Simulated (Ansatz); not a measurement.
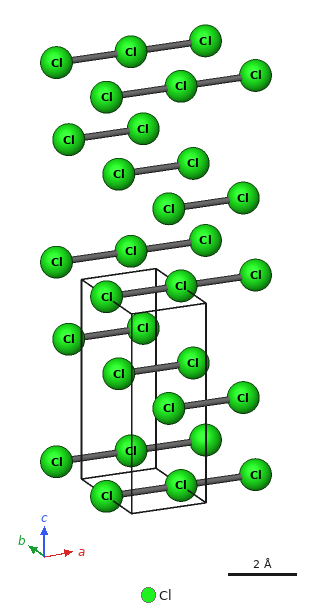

This is a symmetric starting cell of Cl (made from another compound by putting Cl in place of I). A ball-and-stick model of the conventional cell (2 times the calculation's cell), repeated 2 × 2 × 2 with one cell outlined, seen from a free direction. Lengths and directions refer to the drawn axes.

Computed with DFT PBEsol, scalar-relativistic, plane waves, PAW in Ansatz 0.2.0. (plane-wave cutoff 420 eV; k-point mesh 14 × 14 × 22; occupations gaussian; smearing width 0.1 eV; no spin polarisation)

Change: The cell is strained by −2.1 % along c, −3.3 % roughly along b, −3.9 % roughly along a (volume −9.0 %), the atoms keeping their fractional coordinates. No relaxation follows. The starting cell wasn't computed here and needn't be at equilibrium, so pressure and forces aren't due to the change alone.

Input file:
```yaml
crystal:
  lattice:
    - [2.0573501362, -3.0494735082, 0.0071026955]
    - [2.0573501362, 3.0494735082, 0.0071026955]
    - [-1.3070692872, 0.0, 1.9234425052]
  atoms:
    - { symbol: Cl, position: [0.5, 0.5, 0.5] }
basis:
  ecutwfc: 420
kpoints:
  mp_grid: { grid: [14, 14, 22] }
hamiltonian:
  xc: pbesol
scf:
  occupations: { method: gaussian, width: 0.1 }
output:
  forces: true
  stress: true
  eigenvalues: true
  populations: true
```

What is the effect?

Answer. The pressure is −2.0 GPa (not all of it need come from the change, since the unchanged cell can be under pressure at this level too). The principal stresses (compression positive) are 1.5 GPa along c, −0.3 GPa along b, −7.1 GPa along a. All forces vanish by symmetry. Among the bonded contacts that change: Cl–Cl 2.420 → 2.326 Å. The space group stays C2/m (No. 12).

The changed structure in the same view:

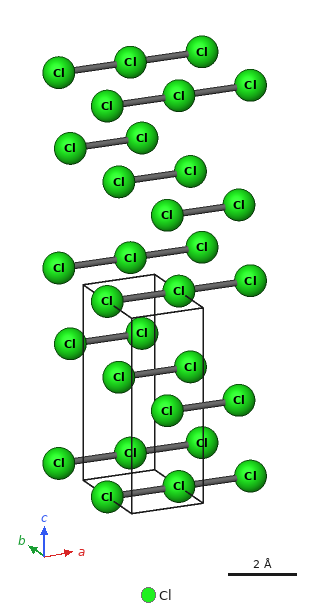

Limits of the set-up: an odd number of electrons was run without spin polarisation, which fails if the electron would localise.
